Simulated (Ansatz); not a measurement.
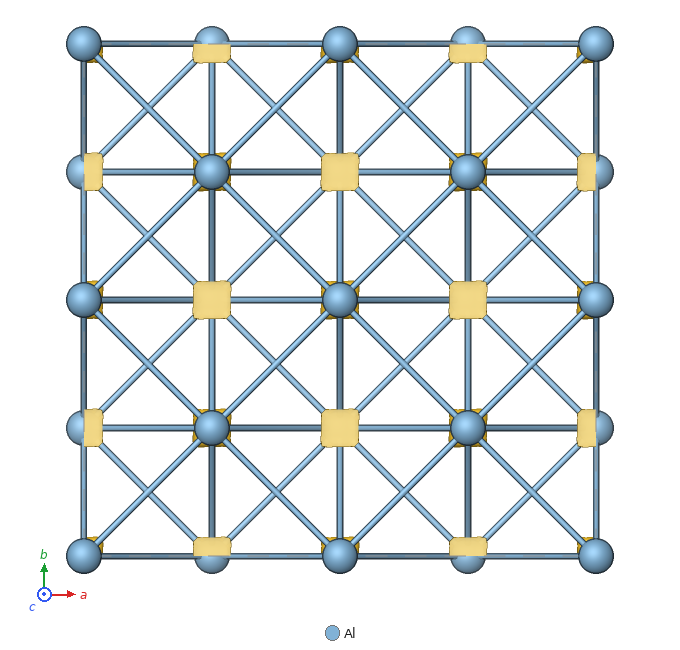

The yellow surface encloses the points that the centre of a probe sphere of radius 0.30 Å can occupy in Al in space group Fm-3m, computed on a grid of about 0.11 Å (2×2×2 cells shown, view along the c axis; pale faces close the region where the box cuts it).

Hard-sphere model; metallic radii: Al 1.43 Å.

The cell is taken from the geometry relaxed with DFT, PBE, plane waves (420 eV) with PAW, scalar-relativistic in Ansatz.

```cif
data_structure
_symmetry_space_group_name_H-M 'P 1'
_symmetry_Int_Tables_number 1
_cell_length_a 4.0399
_cell_length_b 4.0399
_cell_length_c 4.0399
_cell_angle_alpha 90.000
_cell_angle_beta 90.000
_cell_angle_gamma 90.000
_cell_volume 65.94
loop_
_atom_site_label
_atom_site_type_symbol
_atom_site_fract_x
_atom_site_fract_y
_atom_site_fract_z
_atom_site_occupancy
Al1 Al 0.00000 0.00000 0.00000 1
Al2 Al 0.00000 0.50000 0.50000 1
Al3 Al 0.50000 0.00000 0.50000 1
Al4 Al 0.50000 0.50000 0.00000 1
```

Is the space open to the probe made of pockets or channels?

Answer. They are isolated pockets that do not connect across cells.

What share of the cell can the probe's centre reach?

Answer. About 1.4 % of the volume (0.95 Å³ of 65.9 Å³).

Give the largest included and the largest free sphere.

Answer. The largest sphere that fits anywhere has a diameter of 1.18 Å; the largest that can travel through the crystal, about 0.4 Å.

How does the connectivity change as the probe shrinks?

Answer. Below a radius of about 0.22 Å the space forms a three-dimensional network. These are grid estimates, good to about 0.05 Å.
